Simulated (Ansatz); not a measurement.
Given this structure:

```yaml
crystal:
  lattice:
    - [2.55100, 0.00000, 0.00000]
    - [-1.27550, 2.20923, 0.00000]
    - [0.00000, 0.00000, 8.32679]
  atoms:
    - { symbol: Rh, position: [0.00000, 0.00000, 0.00000] }
    - { symbol: Rh, position: [0.33333, 0.66667, 0.25000] }
    - { symbol: Rh, position: [0.00000, 0.00000, 0.50000] }
    - { symbol: Rh, position: [0.66667, 0.33333, 0.75000] }
```

What crystal do these data define?

Answer. The element is rhodium. Its lattice is primitive hexagonal, its space group P6_3/mmc (No. 194). The structure is of the kind named double hexagonal close-packed (α-La type). The cell holds four atoms. Each Rh has twelve Rh at 2.55 Å. The bonds build a three-dimensional framework.

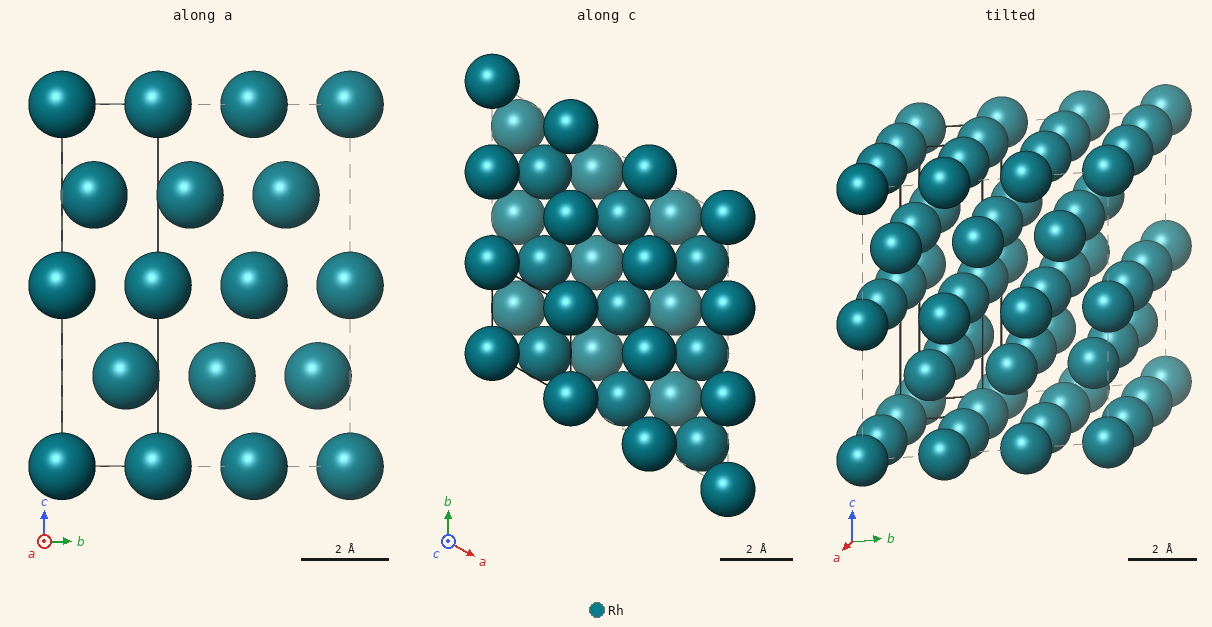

This spheres-only model is shown along the a axis, along the c axis and slightly off an axis. A block of 3×3×1 cells is shown, with one conventional unit cell in solid outline. Colours: rhodium blue.

The cell started as a structure listed in the Materials Project. It was relaxed with DFT PBEsol, scalar-relativistic, plane waves, PAW (Ansatz) under a constraint or pressure on the cell, so some stress remains.

At this level of theory the run's own cell isn't at rest (compressed, at 60 GPa), so its distances can differ from those at equilibrium, the more so the softer the solid.
